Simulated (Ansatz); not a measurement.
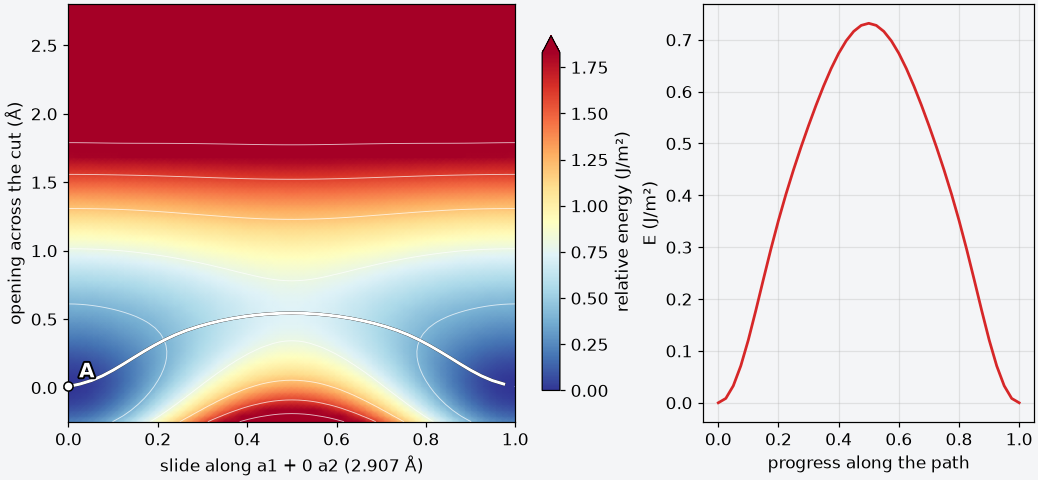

Ti (Fm-3m, No. 225; 6 atoms in the cell). Rigid slide and opening across a plane, one cut a cell; the plane is (0 0 1) of the conventional cell. The first coordinate is: slide along a1 + 0 a2 (2.907 Å); the second: opening across the cut. Nothing is relaxed (rigid halves). Grid: 10 × 6 points; 36 points were computed and 24 follow by symmetry. Points are written as (first, second). Energies are in J/m², from the lowest grid point. Method: Ansatz, DFT PBE, scalar-relativistic, plane waves, PAW. Settings: cutoff 520 eV, k-mesh 15×15×4 in the order of the run's cell vectors, gaussian smearing 0.15 eV, no spin polarisation.

In the figure: a smooth colour map with a few white contour lines, a line along the lowest path, one colour for all values above the top of the scale, the energy along the path at the right, the start A. Between grid points the surface is interpolated.

> Describe the path and its barrier.

The easiest path leads from the well at (0.0, 0.00 Å) to its copy one period on. Its highest point lies about 0.73 J/m² above the bottom of the first well on the interpolated surface, at about (0.5, 0.54 Å). The start is the relaxed structure and all else is held, so a fully relaxed path at this level can only be lower.

PAW datasets: the set soft_1.
